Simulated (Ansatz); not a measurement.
## Run report: Ga$_{4}$As$_{3}$P, single-point calculation

Ga$_{4}$As$_{3}$P (8 atoms in the cell), computed with DFT, PBE, plane waves, PAW, no spin polarisation (Ansatz 0.2.0).

The structure was built on a prototype by a generator; it need not be a known phase. The geometry comes from this level: r2SCAN. It belongs to a series of runs on one base structure; here: low cutoff and coarse mesh. Figures and captions count atoms from 1; the log counts them from 0 in places.

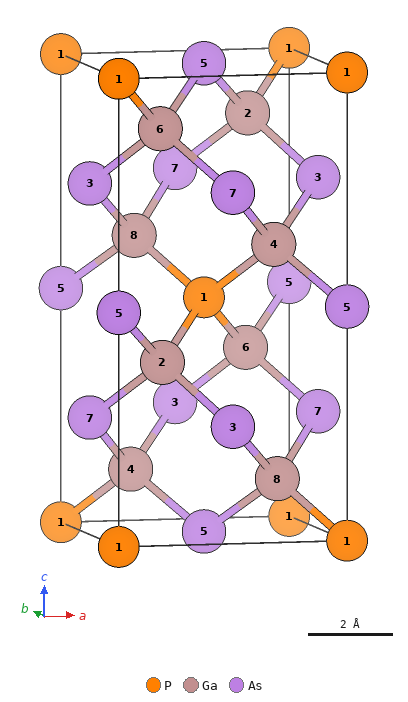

**Figure 1.** The structure (ball-and-stick view of the cell 2 times as large as that of the calculation, set on its symmetry axes, seen slightly off an axis; atoms are numbered from 1 in the order of the input). An atom can appear more than once, as a periodic image.

## Key numbers

| quantity | value |
| --- | --- |
| outcome | converged |
| space group (tolerance 0.01 Å) | I-42m (121) |
| electrons treated | 102 |
| free energy | −30453.9805 eV |
| Fermi energy | 8.277 eV |
| gap on the k-point mesh | 0.76 eV |
| pressure | 2.76 GPa |
| largest force (length of the vector) | 0.016 eV/Å |
| hardware | 2 threads of Arm Neoverse V2, 24 GiB of memory available, shared host |
| wall time | 2.5 s (CPU time 4.8 s) |
| peak memory | 0.37 GiB |

## Notes

Warnings of the run: the cutoff is below the recommended one. So coarse a mesh can miss the band edges, so the true gap of this method can be much smaller, or zero. The k-point mesh is coarse for a cell of this size, so the results may not be converged.

## Input file
```yaml
crystal:
  lattice:
    - [-2.8058871115, 2.8058871115, 5.6106343043]
    - [2.8058871115, -2.8058871115, 5.6106343043]
    - [2.8058871115, 2.8058871115, -5.6106343043]
  atoms:
    - { symbol: P, position: [0.0, 0.0, 0.0] }
    - { symbol: Ga, position: [0.633324787, 0.633324787, 0.5123560537] }
    - { symbol: As, position: [0.25, 0.75, 0.5] }
    - { symbol: Ga, position: [0.8790312668, 0.366675213, 0.0] }
    - { symbol: As, position: [0.5, 0.5, 0.0] }
    - { symbol: Ga, position: [0.1209687332, 0.1209687332, 0.4876439463] }
    - { symbol: As, position: [0.75, 0.25, 0.5] }
    - { symbol: Ga, position: [0.366675213, 0.8790312668, 0.0] }
kpoints:
  mp_grid: { grid: [2, 2, 2] }
  band_path:
    path:
      - [0.0, 0.0, 0.0]
      - [0.0, 0.0, 0.5]
      - [0.25, 0.25, 0.25]
      - [0.0, 0.5, 0.0]
      - [0.5, 0.5, -0.5]
      - [0.312525399, 0.687474601, -0.312525399]
      - [-0.312525399, 0.312525399, 0.312525399]
      - [-0.1250507979, 0.1250507979, 0.5]
      - [0.5, 0.5, -0.1250507979]
    npoints: 1
hamiltonian:
  xc: pbe
scf:
  occupations: { method: fermi_dirac, width: 0.02 }
  n_extra_bands: 6
output:
  forces: true
  stress: true
  eigenvalues: true
basis:
  ecutwfc: 260
```

Command:
```bash
ansatz run input.yaml --threads 2 --pin off --max-ram 3686MiB --backend cpu --events-out ev --progress --plain --runs-dir out
```

## Log
```
Warning: basis.ecutwfc = 260 eV is below the records' recommended 420 eV, and the density's cutoff is lower with it unless basis.ecutrho_ratio is high enough to keep the records' density cutoff: compare with a run at a higher cutoff
scf.n_extra_bands = 6 over 51 filled bands (N_el = 102.0): the run solves 57 bands
Engine: ansatz 0.2.0, aarch64-unknown-linux-gnu
Pseudopotentials: kind: paw
Pseudopotential: P, paw, valence charge 5, recommended cutoff 420 eV (normal), P.paw.azcp
Pseudopotential: Ga, paw, valence charge 13, recommended cutoff 420 eV (normal), Ga.paw.azcp
Pseudopotential: As, paw, valence charge 15, recommended cutoff 420 eV (normal), As.paw.azcp
Functional definition: PBE
  parameter kappa = 0.804
  parameter beta = 0.06672455060314922
  exchange = pbe_x(kappa = kappa, mu = beta*pi^2/3)
  correlation = pbe_c(beta = beta)
Crystal: 8 atoms, lattice volume = 176.690 Å³
Basis set: ecut = 260 eV, 1679 PW (Γ), exchange–correlation on 80×80×80 points (8 copies of the dense FFT grid, shifted against one another)
Bands: 57, of which v1, the nominal top of the filled ones, is band 51 counted from 1 (50 counted from 0)
Symmetry: 8 space group operations
Space group: I-42m (ITA 121), of the structure as read, at distance tolerance 5.6e-5 Å
k-points: 4 of 8
Non-local potential: P, projectors of the file, l = 0: 2, l = 1: 2, l = 2: 2
Non-local potential: Ga, projectors of the file, l = 0: 2, l = 1: 2, l = 2: 3, l = 3: 1
Non-local potential: As, projectors of the file, l = 0: 2, l = 1: 2, l = 2: 3, l = 3: 1
PAW form: soft (Blöchl's): semilocal exchange-correlation on the pseudo side does not see the compensation charge
PAW one-centre angular grid: P, 110 points (default); XC on 64 Gauss nodes
PAW one-centre angular grid: Ga, 590 points (default); XC on 64 Gauss nodes
PAW one-centre angular grid: As, 590 points (default); XC on 64 Gauss nodes
Initial density: superposition of atomic densities (neutral atoms: chi_scale 0, normalization atom), corrected by the library's trained network
Initial wavefunctions: pseudopotential atomic-orbital guess
Functional: x = pbe(κ = 0.804, μ = 0.2195149727645171), c = pbe(β = 0.06672455060314922)
SCF iter   1: F=—  HF=-30454.444963 eV  |F-HF|=—  |Δ(HF+E_count)|=         —  Δρ=4.34e-3  dr2=1.42e-2  ethr=1.77e-3  ⟨swp⟩=7.0  Hψ=821  notcnv=0
preconditioner: auto → Resta (q_TF=auto, 2.490 Å⁻¹)  ε∞=4.1  [insulator: Δε(μ)=0.762 eV  Ē_g=13.416 eV  σ=0.020 eV  W_gap=1.00  n_scr=36 (ndim 8)  ℏωp=23.7 eV  f_vac=0.068  D(μ)=0.00/eV (n_scr^D=0)  ε∞_Penn≈4.1]
SCF iter   2: F=—  HF=-30453.994775 eV  |F-HF|=—  |Δ(HF+E_count)|=   4.50e-1  Δρ=9.45e-3  dr2=8.41e-2  ethr=1.39e-5  ⟨swp⟩=3.0  Hψ=654  notcnv=0  defer=7
SCF iter   3: F=—  HF=-30453.988666 eV  |F-HF|=—  |Δ(HF+E_count)|=   6.11e-3  Δρ=4.14e-3  dr2=1.66e-2  ethr=1.39e-5  ⟨swp⟩=2.2  Hψ=443  notcnv=0  defer=7
SCF iter   4: F=—  HF=-30453.980790 eV  |F-HF|=—  |Δ(HF+E_count)|=   7.88e-3  Δρ=5.33e-4  dr2=4.86e-4  ethr=1.39e-5  ⟨swp⟩=2.0  Hψ=302  notcnv=0  defer=7
SCF iter   5: F=—  HF=-30453.980478 eV  |F-HF|=—  |Δ(HF+E_count)|=   3.11e-4  Δρ=2.04e-4  dr2=4.06e-5  ethr=4.76e-7  ⟨swp⟩=2.0  Hψ=425  notcnv=0  defer=7
SCF iter   6: F=—  HF=-30453.980539 eV  |F-HF|=—  |Δ(HF+E_count)|=   6.03e-5  Δρ=5.63e-5  dr2=6.24e-6  ethr=3.98e-8  ⟨swp⟩=2.2  Hψ=428  notcnv=0  defer=7
SCF iter   7: F=—  HF=-30453.980539 eV  |F-HF|=—  |Δ(HF+E_count)|=   6.99e-7  Δρ=1.08e-5  dr2=3.06e-7  ethr=6.12e-9  ⟨swp⟩=3.0  Hψ=388  notcnv=0  defer=7
SCF iter   8: F=-30453.980540 eV  HF=-30453.980540 eV  |F-HF|=4.26e-8  |Δ(HF+E_count)|=   2.96e-7  Δρ=3.37e-6  dr2=3.82e-8  ethr=9.80e-11  ⟨swp⟩=8.5  Hψ=855  notcnv=0
SCF 1 converged in 8 iterations: F = -30453.980540 eV  dr2 = 3.82e-8
  greatest PAW one-centre occupation: 0.999 electrons in one spin orbital (limit 2), on the As atom at site 2 (counted from 0), in its partial waves of l = 2
NSCF: frozen V_eff on 9 k-points
SCF converged after 8 iterations
Free energy (F): -30453.980540 eV
Harris-Foulkes:  -30453.980540 eV  (|F-HF|=4.26e-8)
Internal energy: -30453.980540 eV  (E = F + TS)
E sigma→0 (E₀):  -30453.980540 eV
Fermi energy:    8.277065 eV
--- Per-component energies (eV) ---
  E_band       = -1051.383940
  E_kinetic    = 845.511001
  E_local      = -14272.216561  (includes V_loc(G=0)·N_el)
  E_nonlocal   = -201.623984
  E_hartree    = 7111.918225
  E_xc         = -574.172729
  E_vxc        = -528.945516  (∫ρ·V_xc dr)
  E_paw        = -14104.860767  (= ΣΔE_a)
  E_vpaw       = -1117.871799  (= ΣTr[D̂ρ^β])
  E_aug_tail   = -0.074193  (compensation charges beyond the density's cutoff)
  E_ewald      = -9258.461533
  E_smearing   = -0.000000  (= −TS)
  E_closure    = -0.000000  (closes the sum)
  Σ components = -30453.980540   (vs F -30453.980540, Δ=0.00e0)
--- Forces (eV/Å), atoms counted from 1 ---
  atom   1  P      0.00000000     0.00000000     0.00000000
  atom   2  Ga    -0.01022702    -0.01022702     0.00644526
  atom   3  As     0.00000000     0.00000000     0.00000000
  atom   4  Ga     0.01022702    -0.01022702    -0.00644526
  atom   5  As    -0.00000000     0.00000000     0.00000000
  atom   6  Ga     0.01022702     0.01022702     0.00644526
  atom   7  As    -0.00000000     0.00000000     0.00000000
  atom   8  Ga    -0.01022702     0.01022702    -0.00644526
  max |Σ_I F_I| component: 1.91e-17 eV/Å
--- Stress (GPa, compression-positive) ---
        3.092329       0.000000       0.000000
        0.000000       3.092329      -0.000000
        0.000000       0.000000       2.088443
  P = ⅓ Tr σ = 2.7577 GPa (27.577 kbar)
--- Band table (eV) ---
  k-point 0: bands = ["-27.8118", "-27.7998", "-27.7974", "-27.7974", "-27.7944", "-27.7856", "-27.7792", "-27.7778", "-27.7776", "-27.7751", "-27.7751", "-27.7726", "-27.7726", "-27.7702", "-27.7671", "-7.7143", "-7.6562", "-7.6420", "-7.5812", "-7.5733", "-7.5733", "-7.5690", "-7.5690", "-7.5659", "-7.5607", "-7.5607", "-7.5504", "-7.5486", "-7.5429", "-7.5293", "-7.5293", "-7.5232", "-7.5151", "-7.5061", "-7.5061", "-4.7610", "-2.2591", "-2.2254", "-1.9577", "1.0709", "1.2650", "1.2650", "4.3293", "4.3293", "4.5166", "4.5497", "5.2147", "5.2147", "7.8863", "7.8863", "7.8880", "8.6453", "9.3803", "9.5553", "11.6366", "11.6366", "11.6751"]
  k-point 1: bands = ["-27.8003", "-27.7994", "-27.7909", "-27.7897", "-27.7849", "-27.7825", "-27.7817", "-27.7791", "-27.7736", "-27.7726", "-27.7696", "-27.7685", "-27.7682", "-27.7628", "-27.7600", "-7.6512", "-7.6460", "-7.6191", "-7.6141", "-7.5799", "-7.5769", "-7.5745", "-7.5737", "-7.5649", "-7.5638", "-7.5562", "-7.5509", "-7.5228", "-7.5185", "-7.5123", "-7.5112", "-7.5074", "-7.5036", "-7.4994", "-7.4991", "-3.1771", "-3.0927", "-3.0446", "-2.7905", "1.1967", "1.2982", "2.2196", "2.3571", "4.5100", "4.5229", "6.4527", "6.6003", "6.7413", "6.8040", "6.8370", "6.8964", "8.9936", "9.0287", "10.5951", "10.8250", "12.4126", "12.5019"]
  k-point 2: bands = ["-27.8049", "-27.8041", "-27.8000", "-27.7985", "-27.7901", "-27.7900", "-27.7884", "-27.7855", "-27.7840", "-27.7793", "-27.7780", "-27.7776", "-27.7775", "-27.7732", "-27.7730", "-7.6736", "-7.6640", "-7.6518", "-7.6460", "-7.5927", "-7.5869", "-7.5798", "-7.5794", "-7.5694", "-7.5671", "-7.5596", "-7.5595", "-7.5398", "-7.5383", "-7.5328", "-7.5286", "-7.5231", "-7.5214", "-7.5185", "-7.5146", "-3.6879", "-3.5826", "-2.5294", "-2.3540", "1.5085", "1.5779", "3.1730", "3.3425", "4.0699", "4.0726", "5.4288", "5.4572", "5.5875", "5.6571", "6.4774", "6.7111", "10.9120", "11.0056", "11.1759", "11.3124", "11.5124", "11.5918"]
  k-point 3: bands = ["-27.8149", "-27.8102", "-27.8102", "-27.8047", "-27.8025", "-27.7981", "-27.7981", "-27.7945", "-27.7943", "-27.7914", "-27.7894", "-27.7894", "-27.7894", "-27.7826", "-27.7762", "-7.7237", "-7.7162", "-7.6670", "-7.6629", "-7.5954", "-7.5954", "-7.5819", "-7.5819", "-7.5760", "-7.5752", "-7.5752", "-7.5728", "-7.5697", "-7.5697", "-7.5536", "-7.5496", "-7.5496", "-7.5453", "-7.5259", "-7.5216", "-3.8951", "-3.7660", "-2.2934", "-2.0877", "1.0723", "1.0723", "3.7827", "3.9237", "5.1793", "5.1793", "5.1844", "5.2737", "6.0893", "6.0893", "6.3172", "6.3172", "9.2631", "9.4656", "9.5691", "9.5691", "9.8023", "10.0389"]
```
